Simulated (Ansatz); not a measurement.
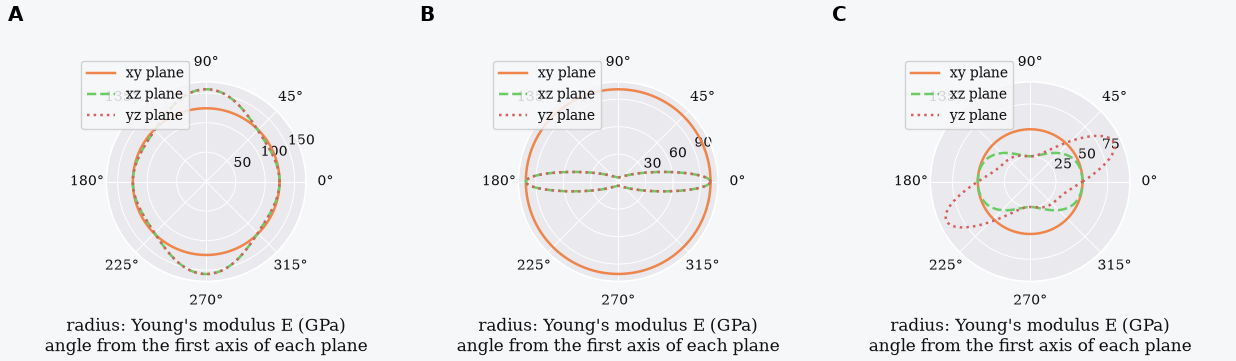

Each panel shows the Young's modulus as a function of direction in the xy, xz and yz planes for one of these solids: Hf, P6_3/mmc (No. 194), 22.6 Å³/atom, ions relaxed; Sb, R-3m (No. 166), 31.8 Å³/atom, ions relaxed; Te₂Mo, P6_3/mmc (No. 194), 28.0 Å³/atom, ions relaxed.

Method: elastic stress-strain coefficients at zero temperature from small strains of the given cell, Voigt order xx yy zz yz xz xy, Cartesian axes of the cell vectors; plane waves with PAW datasets, Γ-centred k mesh (Ansatz 0.2.0). Level: PBE, no spin polarisation.

Match the panels to the solids.

A is Hf (E along x, y, z: 124, 124, 157 GPa); B is Te₂Mo (E along x, y, z: 101, 101, 4.56 GPa); C is Sb (E along x, y, z: 50.6, 50.6, 24.5 GPa).

For Hf, limits of the calculation: metal sensitive to the k mesh.

For Sb, limits of the calculation: metal sensitive to the k mesh.

For Te₂Mo, limits of the calculation: weakly bound, no dispersion correction.
